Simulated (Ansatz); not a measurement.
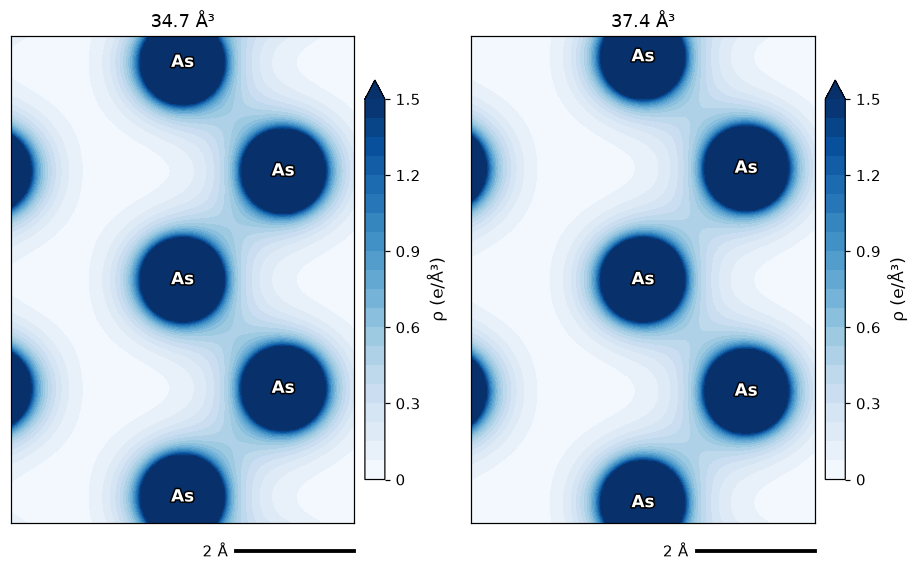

As. The valence pseudo-density of cells scaled evenly to different volumes (given per atom above each panel), on the (11̄0) plane of each (indices in the axes of the cell below), at one length scale and on one colour scale.

Method: DFT, RPBE, plane waves (420 eV) with PAW, scalar-relativistic (Ansatz).

The largest cell:

```
As
1.0
     1.89235   -7.71971    0.00000
     1.89235    7.71971    0.00000
     0.00000    0.00000    5.12632
As
4
Direct
  0.07925 0.92075 0.92077
  0.57925 0.42075 0.57923
  0.92075 0.07925 0.07923
  0.42075 0.57925 0.42077
```

| volume (Å³/atom) | As–As contact in the plane (Å) | ρ at its midpoint (e/Å³) | 
| --- | --- | --- |
| 34.67 | 2.513 | 0.511 | 
| 36.06 | 2.546 | ? | 
| 37.44 | 2.578 | 0.464 | 

### Estimate the missing row, and compare with the calculation.

Over the known rows ln ρ falls by 1.48 per Å of As–As distance (the line through the two), which gives 0.487 e/Å³ at 2.546 Å; the calculation gives 0.487 e/Å³.
